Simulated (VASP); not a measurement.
**TiO$_{2}$: geometry relaxation (part 2 of 2)**

The same run, continued: TiO$_{2}$ (P4₂/mnm, 6 atoms in the cell); Kohn-Sham DFT of a periodic cell, PBEsol, VASP PAW PBE potentials, recommended, no spin polarisation (VASP 6.6.1); cutoff 600 eV, 6×6×10 k-mesh, Gaussian smearing of 0.03 eV. The structure derives from an entry of the Crystallography Open Database.

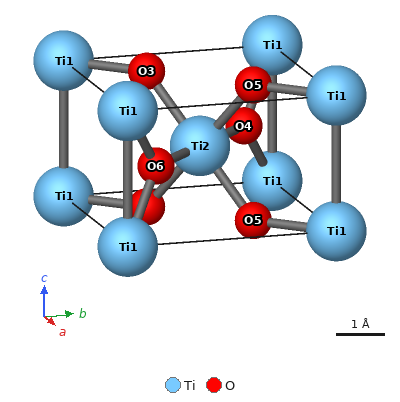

The geometry at step 1 of the log (ball-and-stick view of the cell of the calculation, seen slightly off an axis; atoms are numbered from 1 in the order of the input).

Parts of OUTCAR, continued:
```
 -----------------------------------------------------------------------------------
      0.00000      0.00000      0.00000         0.000000      0.000000      0.000000
      2.29621      2.29621      1.47086         0.000000      0.000000      0.000000
      1.39740      1.39740      0.00000         0.003812      0.003812     -0.000000
      0.89881      3.69361      1.47086        -0.003812      0.003812     -0.000000
      3.19501      3.19501      0.00000        -0.003812     -0.003812      0.000000
      3.69361      0.89881      1.47086         0.003812     -0.003812      0.000000
 -----------------------------------------------------------------------------------
    total drift:                                0.000000      0.000000     -0.000000

  FREE ENERGIE OF THE ION-ELECTRON SYSTEM (eV)
  ---------------------------------------------------
  free  energy   TOTEN  =       -56.1068403364 eV

  energy  without entropy=      -56.1068403364  energy(sigma->0) =      -56.10684034

--------------------------------------- Ionic step        2  -------------------------------------------

 number of electron      47.9999990 magnetization

 Free energy of the ion-electron system (eV)
  ---------------------------------------------------
  ext. energy  EPLUGINS =         0.00000000
  ---------------------------------------------------
  free energy    TOTEN  =       -56.10684411 eV

  energy without entropy =      -56.10684411  energy(sigma->0) =      -56.10684411

 E-fermi :   4.9258     XC(G=0): -11.7344     alpha+bet :-13.8817

 val. band max:        4.7876590161   @ k =   0.0000   0.0000   0.0000
 cond. band min:       6.6201659337   @ k =   0.0000   0.0000   0.0000
 fundamental gap:      1.8325069176
 Fermi energy:         4.9258056143

 k-point     1 :       0.0000    0.0000    0.0000
  band No.  band energies     occupation
      1     -51.8457      2.00000
      2     -51.8275      2.00000
      3     -28.2747      2.00000
      4     -28.2747      2.00000
      5     -28.1015      2.00000
      6     -28.1015      2.00000
      7     -28.0578      2.00000
      8     -28.0227      2.00000
      9     -13.3835      2.00000
     10     -12.1813      2.00000
     11     -11.4219      2.00000
     12     -11.4219      2.00000
     13      -1.0766      2.00000
     14      -0.6379      2.00000
     15      -0.2563      2.00000
     16       0.9421      2.00000
     17       0.9421      2.00000
     18       2.1760      2.00000
     19       2.1760      2.00000
     20       2.8134      2.00000
     21       4.0986      2.00000
     22       4.3294      2.00000
     23       4.3294      2.00000
     24       4.7877      2.00000
     25       6.6202      0.00000
     26       6.8981      0.00000
     27       7.1942      0.00000
     28       7.2911      0.00000

 k-point     2 :       0.1667    0.0000    0.0000
  band No.  band energies     occupation
      1     -51.8444      2.00000
      2     -51.8287      2.00000
      3     -28.2654      2.00000
      4     -28.2645      2.00000
      5     -28.1130      2.00000
      6     -28.1120      2.00000
      7     -28.0555      2.00000
      8     -28.0251      2.00000
      9     -13.2834      2.00000
     10     -12.1865      2.00000
     11     -11.5215      2.00000
     12     -11.4607      2.00000
     13      -0.8950      2.00000
     14      -0.5267      2.00000
     15      -0.0710      2.00000
     16       0.9535      2.00000
     17       0.9616      2.00000
     18       2.0033      2.00000
     19       2.1315      2.00000
     20       2.8259      2.00000
     21       3.8227      2.00000
     22       3.9181      2.00000
     23       4.1040      2.00000
     24       4.6871      2.00000
     25       6.7761      0.00000
     26       7.0980      0.00000
     27       7.4004      0.00000
     28       7.4098      0.00000

 k-point     3 :       0.3333    0.0000    0.0000
  band No.  band energies     occupation
      1     -51.8411      2.00000
      2     -51.8320      2.00000
      3     -28.2404      2.00000
      4     -28.2380      2.00000
      5     -28.1417      2.00000
      6     -28.1392      2.00000
      7     -28.0490      2.00000
      8     -28.0315      2.00000
      9     -13.0056      2.00000
     10     -12.2934      2.00000
     11     -11.6788      2.00000
     12     -11.5592      2.00000
     13      -0.5052      2.00000
     14      -0.2837      2.00000
     15       0.5294      2.00000
     16       0.9809      2.00000
     17       0.9957      2.00000
     18       1.6712      2.00000
     19       1.9135      2.00000
     20       2.7405      2.00000
     21       2.9117      2.00000
     22       3.5255      2.00000
     23       3.8806      2.00000
     24       4.3789      2.00000
     25       7.0760      0.00000
     26       7.3243      0.00000
     27       7.6548      0.00000
     28       7.7307      0.00000

 k-point     4 :       0.5000    0.0000    0.0000
  band No.  band energies     occupation
      1     -51.8365      2.00000
      2     -51.8365      2.00000
      3     -28.2179      2.00000
      4     -28.2179      2.00000
      5     -28.1629      2.00000
      6     -28.1629      2.00000
      7     -28.0402      2.00000
      8     -28.0402      2.00000
      9     -12.6234      2.00000
     10     -12.6234      2.00000
     11     -11.6658      2.00000
     12     -11.6658      2.00000
     13      -0.2165      2.00000
     14      -0.2165      2.00000
     15       1.0037      2.00000
     16       1.0037      2.00000
     17       1.4653      2.00000
     18       1.4653      2.00000
     19       1.6861      2.00000
     20       1.6861      2.00000
     21       3.1475      2.00000
     22       3.1475      2.00000
     23       4.0286      2.00000
     24       4.0286      2.00000
     25       7.3014      0.00000
     26       7.3014      0.00000
     27       7.8275      0.00000
     28       7.8275      0.00000

 k-point     5 :       0.1667    0.1667    0.0000
  band No.  band energies     occupation
      1     -51.8434      2.00000
      2     -51.8297      2.00000
      3     -28.2781      2.00000
      4     -28.2366      2.00000
      5     -28.1425      2.00000
      6     -28.0995      2.00000
      7     -28.0534      2.00000
      8     -28.0271      2.00000
      9     -13.1989      2.00000
     10     -12.2060      2.00000
     11     -11.6176      2.00000
     12     -11.4573      2.00000
     13      -0.8923      2.00000
     14      -0.3164      2.00000
     15       0.0911      2.00000
     16       0.9242      2.00000
     17       0.9989      2.00000
     18       1.7841      2.00000
     19       2.2288      2.00000
     20       2.8522      2.00000
     21       3.4760      2.00000
     22       3.8222      2.00000
     23       3.9714      2.00000
     24       4.6119      2.00000
     25       6.6943      0.00000
     26       7.2676      0.00000
     27       7.2964      0.00000
     28       7.5931      0.00000

 [... the levels of 18 k-points are left out ...]

 k-point    24 :       0.5000    0.0000    0.2000
  band No.  band energies     occupation
      1     -51.8212      2.00000
      2     -51.8212      2.00000
      3     -28.2350      2.00000
      4     -28.2350      2.00000
      5     -28.1755      2.00000
      6     -28.1755      2.00000
      7     -28.1287      2.00000
      8     -28.1287      2.00000
      9     -12.3444      2.00000
     10     -12.3444      2.00000
     11     -11.7824      2.00000
     12     -11.7824      2.00000
     13       0.2243      2.00000
     14       0.2243      2.00000
     15       0.5576      2.00000
     16       0.5576      2.00000
     17       1.3141      2.00000
     18       1.3141      2.00000
     19       2.0199      2.00000
     20       2.0199      2.00000
     21       2.6564      2.00000
     22       2.6564      2.00000
     23       4.0252      2.00000
     24       4.0252      2.00000
     25       7.4523      0.00000
     26       7.4523      0.00000
     27       7.9294      0.00000
     28       7.9294      0.00000

 [... further k-points ...]

------------------------ aborting loop because EDIFF is reached ----------------------------------------

  FORCE on cell =-STRESS in cart. coord.  units (eV):
  Direction    XX          YY          ZZ          XY          YZ          ZX
  --------------------------------------------------------------------------------------
  -------------------------------------------------------------------------------------
  Total        0.0062640      0.0062640     -0.0010031      0.0000000      0.0000000      0.0000000
  in kB        0.1617404      0.1617404     -0.0259010      0.0000000      0.0000000      0.0000000
  external PRESSURE =       0.0991932 kB  Pullay stress =       0.0000000 kB

 VOLUME and BASIS-vectors are now :
 -----------------------------------------------------------------------------
  energy-cutoff  :      600.00
  volume of cell :       62.05
      direct lattice vectors                 reciprocal lattice vectors
     4.592707138  0.000000000  0.000000000     0.217736505  0.000000000  0.000000000
     0.000000000  4.592707138  0.000000000     0.000000000  0.217736505  0.000000000
     0.000000000  0.000000000  2.941740925     0.000000000  0.000000000  0.339934762

 POSITION                                       TOTAL-FORCE (eV/Angst)
 -----------------------------------------------------------------------------------
      0.00000      0.00000      0.00000         0.000000     -0.000000      0.000000
      2.29635      2.29635      1.47087         0.000000     -0.000000      0.000000
      1.39768      1.39768      2.94174         0.000599      0.000599     -0.000000
      0.89868      3.69403      1.47087        -0.000599      0.000599      0.000000
      3.19503      3.19503      0.00000        -0.000599     -0.000599      0.000000
      3.69403      0.89868      1.47087         0.000599     -0.000599      0.000000
 -----------------------------------------------------------------------------------
    total drift:                                0.000000     -0.000000     -0.000000

  FREE ENERGIE OF THE ION-ELECTRON SYSTEM (eV)
  ---------------------------------------------------
  free  energy   TOTEN  =       -56.1068441112 eV

  energy  without entropy=      -56.1068441112  energy(sigma->0) =      -56.10684411

 reached required accuracy - stopping structural energy minimisation
```

CONTCAR:
```
TiO2
   1.00000000000000
     4.5927071378237203    0.0000000000000000    0.0000000000000000
     0.0000000000000000    4.5927071378237203    0.0000000000000000
     0.0000000000000000    0.0000000000000000    2.9417409248893582
  Ti              O
     2     4
Direct
     0.0000000000000000    0.0000000000000000    0.0000000000000000
     0.5000000000000000    0.5000000000000000    0.5000000000000000
     0.3043249358208021    0.3043249358208021    1.0000000000000000
     0.1956750641791979    0.8043249358208020    0.5000000000000000
     0.6956750641791980    0.6956750641791980    0.0000000000000000
     0.8043249358208020    0.1956750641791979    0.5000000000000000

  0.00000000E+00  0.00000000E+00  0.00000000E+00
  0.00000000E+00  0.00000000E+00  0.00000000E+00
  0.00000000E+00  0.00000000E+00  0.00000000E+00
  0.00000000E+00  0.00000000E+00  0.00000000E+00
  0.00000000E+00  0.00000000E+00  0.00000000E+00
  0.00000000E+00  0.00000000E+00  0.00000000E+00
```

Trajectory as extended XYZ (Å, eV, eV/Å), 2 frames, from step=0 to step=1:
```
6
Lattice="4.5924 0.0000 0.0000 0.0000 4.5924 0.0000 0.0000 0.0000 2.9417" Properties=species:S:1:pos:R:3:forces:R:3 step=0 energy=-56.10684
Ti    0.0000    0.0000    0.0000    0.0000   0.0000   0.0000
Ti    2.2962    2.2962    1.4709    0.0000   0.0000   0.0000
O     1.3974    1.3974    0.0000    0.0038   0.0038   0.0000
O     0.8988    3.6936    1.4709   -0.0038   0.0038   0.0000
O     3.1950    3.1950    0.0000   -0.0038  -0.0038   0.0000
O     3.6936    0.8988    1.4709    0.0038  -0.0038   0.0000
6
Lattice="4.5927 0.0000 0.0000 0.0000 4.5927 0.0000 0.0000 0.0000 2.9417" Properties=species:S:1:pos:R:3:forces:R:3 step=1 energy=-56.10684
Ti    0.0000    0.0000    0.0000    0.0000   0.0000   0.0000
Ti    2.2964    2.2964    1.4709    0.0000   0.0000   0.0000
O     1.3977    1.3977    2.9417    0.0006   0.0006   0.0000
O     0.8987    3.6940    1.4709   -0.0006   0.0006   0.0000
O     3.1950    3.1950    0.0000   -0.0006  -0.0006   0.0000
O     3.6940    0.8987    1.4709    0.0006  -0.0006   0.0000
```

The run was set up as follows.

INCAR:
```
SYSTEM = TiO2
PREC     = Accurate       ! precision mode
ENCUT    = 600            ! plane-wave cutoff, eV
EDIFF    = 1E-7           ! SCF threshold, eV
ISMEAR   = 0              ! smearing method
SIGMA    = 0.03           ! smearing width, eV
LREAL    = .FALSE.        ! projectors in reciprocal space
LASPH    = .TRUE.         ! aspherical terms in the spheres
NELM     = 80             ! most SCF steps
ALGO     = Normal         ! electronic algorithm
ISIF     = 3              ! what is computed and relaxed
LWAVE    = .FALSE.        ! write WAVECAR
LCHARG   = .FALSE.        ! write CHGCAR
GGA      = PS             ! functional
IBRION   = 2              ! ionic algorithm
NSW      = 90             ! ionic steps
EDIFFG   = -0.005         ! ionic threshold
KPAR     = 2
```

KPOINTS:
```
Automatic mesh
0
G
  6 6 10
  0 0 0
```

POSCAR:
```
TiO2                                    
1.0
    4.5924156965      0.0000000000      0.0000000000
    0.0000000000      4.5924156965      0.0000000000
    0.0000000000      0.0000000000      2.9417133051
  Ti              O             
     2     4
Direct
     1.0000000000000000    1.0000000000000000    0.0000000000000000
     0.5000000000000000    0.5000000000000000    0.5000000000000000
     0.3042848952318485    0.3042848952318485    1.0000000000000000
     0.1957151047681514    0.8042848952318487    0.5000000000000000
     0.6957151047681513    0.6957151047681513    0.0000000000000000
     0.8042848952318487    0.1957151047681514    0.5000000000000000
```

Launch command:
```bash
cat potpaw_PBE.64/Ti_sv/POTCAR potpaw_PBE.64/O/POTCAR > POTCAR
mpirun -np 2 vasp_std > vasp.out
```

Results in brief:

| quantity | value |
| --- | --- |
| outcome | converged |
| space group (tolerance 0.01 Å) | P4₂/mnm (136) |
| electrons treated | 48 |
| free energy | −56.1068 eV |
| Fermi energy | 4.926 eV |
| gap on the k-point mesh | 1.83 eV |
| pressure | 0.01 GPa |
| final volume | 62.05 Å³ |
| largest force (length of the vector) at the end | 0.001 eV/Å |
| final cell | a = 4.593 Å, b = 4.593 Å, c = 2.942 Å, α = 90.00°, β = 90.00°, γ = 90.00° |
| hardware | 2 threads of Intel Xeon (Sapphire Rapids), 256 GiB of memory available, shared host |
| wall time | 1.9 min (CPU time 3.6 min) |
| peak memory | 0.24 GiB |
